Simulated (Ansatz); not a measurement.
The Ansatz input:

```
crystal:
  lattice:
    - [4.1743810409, 0.0, 0.0]
    - [0.0, 5.9034662825, 0.0]
    - [0.0, 0.0, 23.3487620817]
  atoms:
    - { symbol: Pb, position: [0.5, 0.0, 0.3264518637] }
    - { symbol: S, position: [0.5, 0.5, 0.326173415] }
    - { symbol: Pb, position: [0.0, 0.5, 0.4066098137] }
    - { symbol: S, position: [0.0, 0.0, 0.4064174339] }
    - { symbol: Pb, position: [0.5, 0.0, 0.4999999984] }
    - { symbol: S, position: [0.5, 0.5, 0.5000000015] }
    - { symbol: Pb, position: [0.0, 0.5, 0.5933901866] }
    - { symbol: S, position: [0.0, 0.0, 0.5935825661] }
    - { symbol: Pb, position: [0.5, 0.0, 0.6735481353] }
    - { symbol: S, position: [0.5, 0.5, 0.6738265858] }
basis:
  ecutwfc: 420
kpoints:
  mp_grid: { grid: [8, 6, 1] }
  band_path:
    path: [[0.5, 0, 0], [0, 0, 0], [0, 0.5, 0], [0.5, 0.5, 0], [0, 0, 0]]
    npoints: 12
hamiltonian:
  xc: pbesol
scf:
  occupations: { method: gaussian, width: 0.05 }
  n_extra_bands: 52
output:
  forces: true
  eigenvalues: true
  populations: true
  fatbands: true
  write_density: true
  write_potential: true
  elf: true
  volumetric_format: npy
magnetization:
  noncollinear: true
  spin_orbit: true
efield:
  axis: 3
  dipole_correction: true
  ramp_width: 0.04
```

Run as:
```bash
ansatz run input.yaml --threads 2 --pin off --max-ram 5632MiB --backend cpu --events-out ev --progress --plain --runs-dir out
```

What will the band structure look like? The path is X–Γ–Y–S–Γ.

A metal: bands cross the Fermi level along this path. The first band beyond the electron count dips to 0.06 eV below the Fermi level at Y, under the top of the band before it between Y and S: an overlap of 0.07 eV. The holes that balance these electrons are too few to show here, so the Fermi level is uncertain on this mesh. At Γ the nearest levels lie 0.79 eV below and 0.93 eV above the Fermi level.

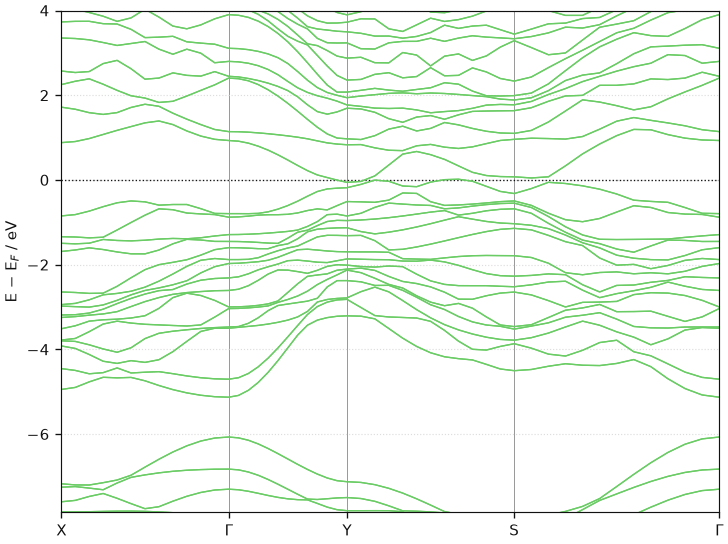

Band structure. Energies are counted from the Fermi level.
